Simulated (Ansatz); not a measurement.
## Geometry relaxation, with input and output: Te

- system: Te (P3₁21, 3 atoms in the cell)
- method: DFT PBE+D3(BJ), scalar-relativistic, plane waves, PAW, no spin polarisation (Ansatz 0.2.0)

The structure derives from an entry of the Crystallography Open Database. Figures and captions count atoms from 1; the log counts them from 0 in places.

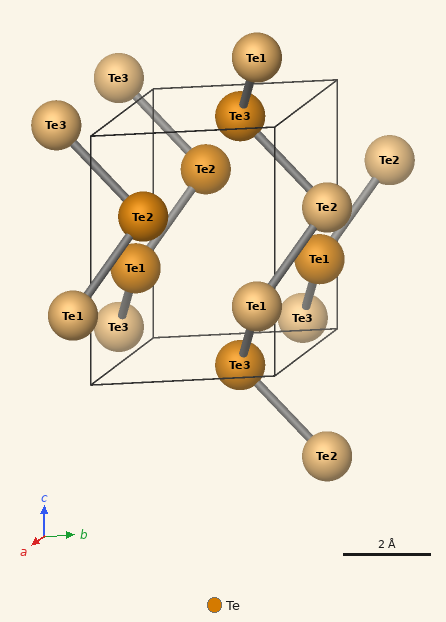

Figure 1. The input geometry (ball-and-stick view of the cell of the calculation, seen slightly off an axis; neighbours outside the cell are drawn fainter; atoms are numbered from 1 in the order of the input). An atom can appear more than once, as a periodic image.

Key numbers

| quantity | value |
| --- | --- |
| outcome | converged |
| space group (tolerance 0.01 Å) | P3₁21 (152) |
| electrons treated | 48 |
| free energy | −20941.1869 eV |
| Fermi energy | 9.695 eV |
| gap on the k-point mesh | 0.04 eV by band count, under the smearing |
| pressure | −0.01 GPa |
| final volume | 96.36 Å³ |
| largest force (length of the vector) at the end | 0.003 eV/Å |
| final cell | a = 4.319 Å, b = 4.319 Å, c = 5.966 Å, α = 90.00°, β = 90.00°, γ = 120.00° |
| hardware | 1 thread of Arm Neoverse V1, 24 GiB of memory available, shared host |
| wall time | 71 s |
| peak memory | 0.53 GiB |

The input
```yaml
crystal:
  lattice:
    - [4.3186088774, 0.0, 0.0]
    - [-2.1593044387, 3.7400249969, 0.0]
    - [0.0, 0.0, 5.9657427861]
  atoms:
    - { symbol: Te, position: [0.2847388753, 0.0, 0.3333333333] }
    - { symbol: Te, position: [0.0, 0.2847388753, 0.6666666667] }
    - { symbol: Te, position: [0.7152611247, 0.7152611247, 0.0] }
basis:
  ecutwfc: 420
kpoints:
  mp_grid: { grid: [12, 12, 8] }
hamiltonian:
  xc: pbe
  dispersion: d3bj
scf:
  occupations: { method: gaussian, width: 0.1 }
output:
  forces: true
  stress: true
  eigenvalues: true
  write_density: true
  write_potential: true
  elf: true
  volumetric_format: npy
relax:
  adjacent_minimum: "off"
  f_tol: 0.005
  max_steps: 80
  cell: { stress_tol: 0.05 }
```

Launch command:
```bash
ansatz run input.yaml --threads 1 --pin off --max-ram 2560MiB --backend cpu --events-out ev --progress --plain --runs-dir out
```

Log
```
Engine: ansatz 0.2.0, aarch64-unknown-linux-gnu
Pseudopotentials: kind: paw
Pseudopotential: Te, paw, valence charge 16, recommended cutoff 420 eV (normal), Te.paw.azcp
Functional definition: PBE
  parameter kappa = 0.804
  parameter beta = 0.06672455060314922
  exchange = pbe_x(kappa = kappa, mu = beta*pi^2/3)
  correlation = pbe_c(beta = beta)
Crystal: 3 atoms, lattice volume = 96.357 Å³
Basis set: ecut = 420 eV, 1897 PW (Γ), exchange–correlation on 60×60×80 points (8 copies of the dense FFT grid, shifted against one another)
Bands: 29, of which v1, the nominal top of the filled ones, is band 24 counted from 1 (23 counted from 0)
Symmetry: 6 space group operations
Space group: P3121 (ITA 152), of the structure as read, at distance tolerance 4.6e-5 Å
k-points: 131 of 1152 (time reversal used)
Non-local potential: Te, projectors of the file, l = 0: 2, l = 1: 2, l = 2: 2, l = 3: 2
PAW form: soft (Blöchl's): semilocal exchange-correlation on the pseudo side does not see the compensation charge
PAW one-centre angular grid: Te, 590 points (default); XC on 64 Gauss nodes
Initial density: superposition of atomic densities (neutral atoms: chi_scale 0, normalization atom), corrected by the library's trained network
Initial wavefunctions: pseudopotential atomic-orbital guess
Functional: x = pbe(κ = 0.804, μ = 0.2195149727645171), c = pbe(β = 0.06672455060314922)
SCF iter   1: F=—  HF=-20941.188911 eV  |F-HF|=—  |Δ(HF+E_count)|=         —  Δρ=1.61e-3  dr2=1.78e-3  ethr=1.77e-3  ⟨swp⟩=7.2  Hψ=17184  notcnv=0
preconditioner: auto → Resta (q_TF=auto, 2.429 Å⁻¹)  ε∞=4.4  [insulator: Δε(μ)=0.209 eV  Ē_g=8.712 eV  σ=0.100 eV  W_gap=0.52  n_scr=22 (ndim 8)  ℏωp=16.0 eV  f_vac=0.016  D(μ)=0.05/eV (n_scr^D=0)  ε∞_Penn≈4.4]
SCF iter   2: F=—  HF=-20941.186613 eV  |F-HF|=—  |Δ(HF+E_count)|=   2.30e-3  Δρ=8.71e-4  dr2=4.23e-4  ethr=3.70e-6  ⟨swp⟩=2.5  Hψ=8174  notcnv=0
SCF iter   3: F=—  HF=-20941.186884 eV  |F-HF|=—  |Δ(HF+E_count)|=   2.71e-4  Δρ=3.37e-4  dr2=7.35e-5  ethr=8.81e-7  ⟨swp⟩=3.0  Hψ=7019  notcnv=0
SCF iter   4: F=—  HF=-20941.186943 eV  |F-HF|=—  |Δ(HF+E_count)|=   5.85e-5  Δρ=6.90e-5  dr2=3.59e-6  ethr=1.53e-7  ⟨swp⟩=2.0  Hψ=4874  notcnv=0
SCF iter   5: F=—  HF=-20941.186944 eV  |F-HF|=—  |Δ(HF+E_count)|=   1.18e-6  Δρ=1.35e-5  dr2=1.21e-7  ethr=7.48e-9  ⟨swp⟩=2.0  Hψ=6839  notcnv=0
SCF iter   6: F=-20941.186944 eV  HF=-20941.186944 eV  |F-HF|=4.75e-9  |Δ(HF+E_count)|=   1.32e-7  Δρ=2.50e-6  dr2=4.83e-9  ethr=2.08e-10  ⟨swp⟩=12.9  Hψ=27333  notcnv=0
SCF 1 converged in 6 iterations: F = -20941.186944 eV  dr2 = 4.83e-9
  greatest PAW one-centre occupation: 0.998 electrons in one spin orbital (limit 2), on the Te atom at site 2 (counted from 0), in its partial waves of l = 2
relax step   1: F+E_penalty+E_count = -20941.18694400 eV  Δ(F+E_penalty+E_count) = +0.000e0 eV  max|allowed force component| = 3.000e-3 eV/Å  Δτ_max = 0.0000 Å  P = -0.010 GPa  Ω = 96.357 Å³  (6 SCF iters, dr2 threshold 1.00e-7 eV, accepted)
Initial density: handed on by an earlier stage of this run
Initial wavefunctions: pseudopotential atomic-orbital guess (no wavefunctions were taken with the density)
iter 1 solved again at ethr=1.77e-7 eV; its pass at ethr=3.10e-3 eV (dr2=8.50e-5 eV) is discarded
SCF iter   1: F=—  HF=-20941.186939 eV  |F-HF|=—  |Δ(HF+E_count)|=         —  Δρ=2.83e-6  dr2=5.96e-9  ethr=1.77e-7  ⟨swp⟩=3.5  Hψ=26865  notcnv=0
eigensolver tolerance schedule: the retry pair's looser diagonalisation over-reported the residual by 14259.48 of it (diagonalisation noise at 4.39 of the residual, at the tolerance the schedule requests for it); recorded, not acted on — ethr = c·dr2/N_el stays at c = 1.0e-1
preconditioner: auto → Resta (q_TF=auto, 2.429 Å⁻¹)  ε∞=4.4  [insulator: Δε(μ)=0.213 eV  Ē_g=8.711 eV  σ=0.100 eV  W_gap=0.54  n_scr=22 (ndim 8)  ℏωp=16.0 eV  f_vac=0.014  D(μ)=0.05/eV (n_scr^D=0)  ε∞_Penn≈4.4]
SCF iter   2: F=—  HF=-20941.186944 eV  |F-HF|=—  |Δ(HF+E_count)|=   4.80e-6  Δρ=1.36e-6  dr2=1.95e-9  ethr=1.24e-11  ⟨swp⟩=3.5  Hψ=8696  notcnv=0
SCF iter   3: F=—  HF=-20941.186944 eV  |F-HF|=—  |Δ(HF+E_count)|=   2.37e-9  Δρ=8.11e-7  dr2=7.48e-10  ethr=4.06e-12  ⟨swp⟩=2.0  Hψ=4560  notcnv=0
SCF iter   4: F=-20941.186944 eV  HF=-20941.186944 eV  |F-HF|=1.46e-11  |Δ(HF+E_count)|=   1.42e-9  Δρ=1.12e-7  dr2=1.33e-11  ethr=1.00e-12  ⟨swp⟩=6.9  Hψ=20826  notcnv=0
SCF 2 converged in 4 iterations: F = -20941.186944 eV  dr2 = 1.33e-11
relax step   2: F+E_penalty+E_count = -20941.18694400 eV  Δ(F+E_penalty+E_count) = -2.110e-9 eV  max|allowed force component| = 3.003e-3 eV/Å  Δτ_max = 0.0000 Å  P = -0.010 GPa  Ω = 96.357 Å³  stress off target by 2.85e-2 GPa  SCF on the basis re-selected at this cell (its energy is not comparable with the rows above)  (4 SCF iters)
```

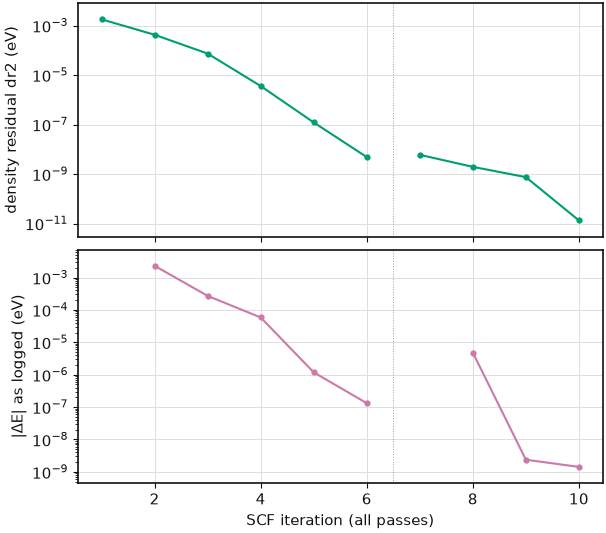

Figure 2. Convergence of the self-consistent field: density residual dr2 and size of the energy change against the SCF iteration. The dotted lines part the SCF passes of the relaxation: geometry steps, rejected trials and re-solves on a re-selected basis. The passes take 6 and 4 iterations.

```
basis re-selected at this cell: Δ(F+E_penalty+E_count) = -2.110e-9 eV, ΔP = -0.000 GPa vs the last step (what re-selecting the basis moved, of the pressure what is left beyond the Pulay correction that the steps carried, after the strain that the cell walked since its last selection, with what the two solves' SCF thresholds leave and, on support functions, any second-order correction that the steps lacked; it is no measure of the basis error at this ecutwfc). This SCF's stress stands 2.85e-2 GPa from its target on what of the cell is left free (relax.cell.stress_tol is 5.00e-2 GPa) and its largest allowed force component is 3.00e-3 eV/Å (relax.f_tol is 5.00e-3 eV/Å): within both
SCF converged after 4 iterations
Free energy (F): -20941.186944 eV
Harris-Foulkes:  -20941.186944 eV  (|F-HF|=1.46e-11)
Internal energy: -20941.186680 eV  (E = F + TS)
E sigma→0 (E₀):  -20941.186812 eV
Entropy (-TS):   -0.000264 eV (-0.088 meV/atom)
Fermi energy:    9.694970 eV
--- Per-component energies (eV) ---
  E_band       = -762.276140
  E_kinetic    = 541.077188
  E_local      = -3627.056854  (includes V_loc(G=0)·N_el)
  E_nonlocal   = -931.370078
  E_hartree    = 2352.577520
  E_xc         = -372.866269
  E_vxc        = -312.268141  (∫ρ·V_xc dr)
  E_paw        = -13985.734335  (= ΣΔE_a)
  E_vpaw       = -1137.812666  (= ΣTr[D̂ρ^β])
  E_aug_tail   = -0.000635  (compensation charges beyond the density's cutoff)
  E_ewald      = -4916.443795
  E_disp       = -1.369424  (pairwise vdW)
  E_smearing   = -0.000264  (= −TS)
  E_closure    = 0.000000  (closes the sum)
  Σ components = -20941.186944   (vs F -20941.186944, Δ=0.00e0)
--- Forces (eV/Å), atoms counted from 1 ---
  atom   1  Te     0.00300274    -0.00000000     0.00000000
  atom   2  Te    -0.00150137     0.00260045    -0.00000000
  atom   3  Te    -0.00150137    -0.00260045     0.00000000
  max |Σ_I F_I| component: 6.51e-18 eV/Å
--- Stress (GPa, compression-positive) ---
       -0.028459       0.000000      -0.000000
        0.000000      -0.028459       0.000000
       -0.000000       0.000000       0.026604
  P = ⅓ Tr σ = -0.0101 GPa (-0.101 kbar)
--- Band table (eV; the first three rows and the last of 131) ---
  k-point 0: bands = ["-27.8474", "-27.8474", "-27.8071", "-27.8071", "-27.8063", "-27.7440", "-27.6899", "-27.6899", "-27.6895", "-27.6628", "-27.6564", "-27.6564", "-27.6321", "-27.6211", "-27.6211", "-4.2303", "-0.8607", "-0.8607", "6.7204", "7.0605", "7.0605", "7.8821", "7.8821", "8.5044", "10.6508", "10.6508", "11.3395", "14.5595", "14.5595"]
  k-point 1: bands = ["-27.8547", "-27.8387", "-27.8106", "-27.8067", "-27.8027", "-27.7470", "-27.6911", "-27.6897", "-27.6884", "-27.6625", "-27.6566", "-27.6566", "-27.6307", "-27.6239", "-27.6188", "-4.1734", "-1.5886", "-0.1060", "6.6830", "6.7438", "7.1901", "7.9385", "8.0594", "8.5311", "10.5152", "10.5406", "11.1734", "14.1226", "15.1104"]
  k-point 2: bands = ["-27.8600", "-27.8294", "-27.8131", "-27.8081", "-27.7968", "-27.7552", "-27.6918", "-27.6901", "-27.6868", "-27.6618", "-27.6572", "-27.6571", "-27.6272", "-27.6264", "-27.6176", "-4.0034", "-2.2556", "0.6135", "6.1899", "6.8080", "7.1574", "8.1118", "8.3811", "8.6095", "10.2239", "10.2766", "10.7760", "13.7297", "15.0763"]
  k-point 130: bands = ["-27.8626", "-27.8129", "-27.8129", "-27.8100", "-27.7751", "-27.7751", "-27.6935", "-27.6935", "-27.6812", "-27.6649", "-27.6561", "-27.6561", "-27.6383", "-27.6383", "-27.6038", "-2.0993", "-2.0993", "-0.8742", "4.2236", "4.2587", "4.2587", "8.7761", "9.6518", "9.6518", "9.6874", "10.5774", "10.5774", "15.7483", "16.0537"]
--- Relaxed structure (1 steps of the walk, 1 accepted, 1 SCFs on fresh bases) ---
  F+E_penalty+E_count = -20941.18694400 eV   max|allowed force component| = 3.003e-3 eV/Å   (the final SCF, on the basis selected at the relaxed cell)
  cell:  # Å, volume = 96.3569 Å³
    - [4.318608877436144, 0.0, 0.0]
    - [-2.159304438718072, 3.7400249968686983, 0.0]
    - [0.0, 0.0, 5.9657427861]
  atoms:
    - { symbol: Te, position: [0.2847388753, 0.0, 0.3333333333333333] }
    - { symbol: Te, position: [0.0, 0.2847388753, 0.6666666666666666] }
    - { symbol: Te, position: [0.7152611247, 0.7152611247, 0.0] }
```

Trajectory as extended XYZ (Å, eV, eV/Å), 2 frames, from step=1 to step=2
```
3
Lattice="4.3186 0.0000 0.0000 -2.1593 3.7400 0.0000 0.0000 0.0000 5.9657" Properties=species:S:1:pos:R:3:forces:R:3 step=1 energy=-20941.18694 pressure_GPa=-0.01
Te    1.2297    0.0000    1.9886    0.0030   0.0000   0.0000
Te   -0.6148    1.0649    3.9772   -0.0015   0.0026   0.0000
Te    1.5445    2.6751    0.0000   -0.0015  -0.0026   0.0000
3
Lattice="4.3186 0.0000 0.0000 -2.1593 3.7400 0.0000 0.0000 0.0000 5.9657" Properties=species:S:1:pos:R:3:forces:R:3 step=2 energy=-20941.18694 pressure_GPa=-0.01
Te    1.2297    0.0000    1.9886    0.0030   0.0000   0.0000
Te   -0.6148    1.0649    3.9772   -0.0015   0.0026   0.0000
Te    1.5445    2.6751    0.0000   -0.0015  -0.0026   0.0000
```

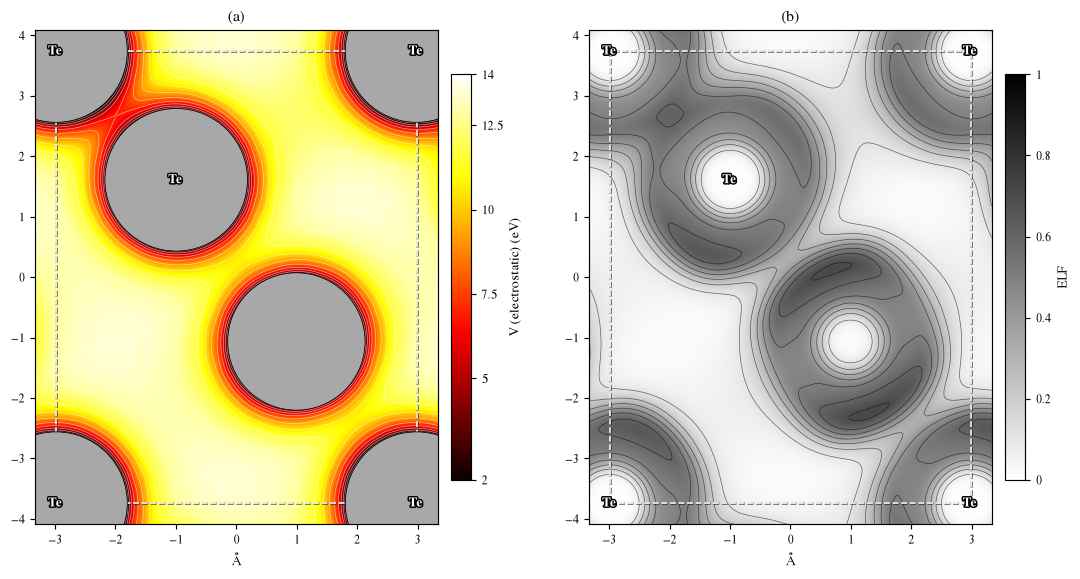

Figure 3. (a) electrostatic potential energy of an electron; (b) ELF on the (110) plane of the conventional cell. Grey discs, where drawn, cover atomic cores. Te–Te (2.91 Å): the ELF peaks at about 0.60 between the atoms. Outside the cores the potential energy rises away from the atoms and is highest about 2.6 Å from the nearest atoms; outside the discs it spans about 11 eV, and its zero is arbitrary. Core electrons are frozen (PAW), so the fields are smoothed inside the atomic spheres.

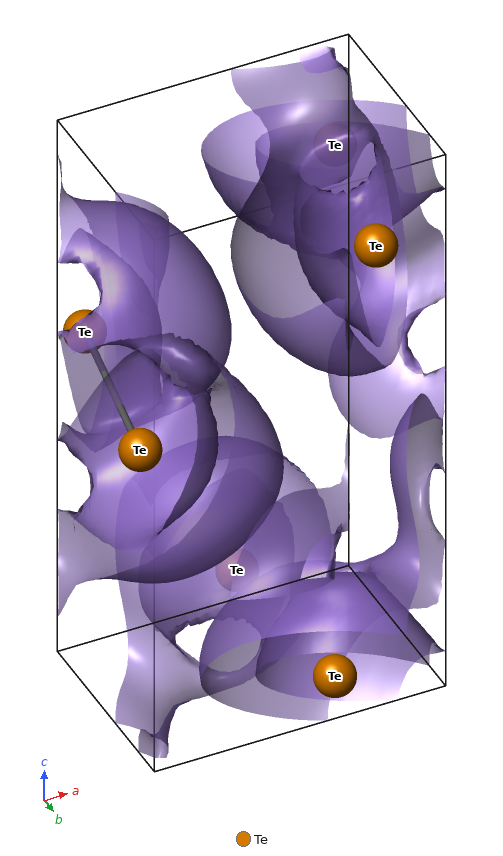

Figure 4. Isosurface of the electron localisation function at 0.5 (purple), seen at an oblique angle. Core shells and regions of very low density are left out. Sticks mark near contacts. The outline is the cell set on symmetry axes. Profiles from the grid: Te–Te (2.91 Å): the ELF peaks at about 0.60 between the atoms.
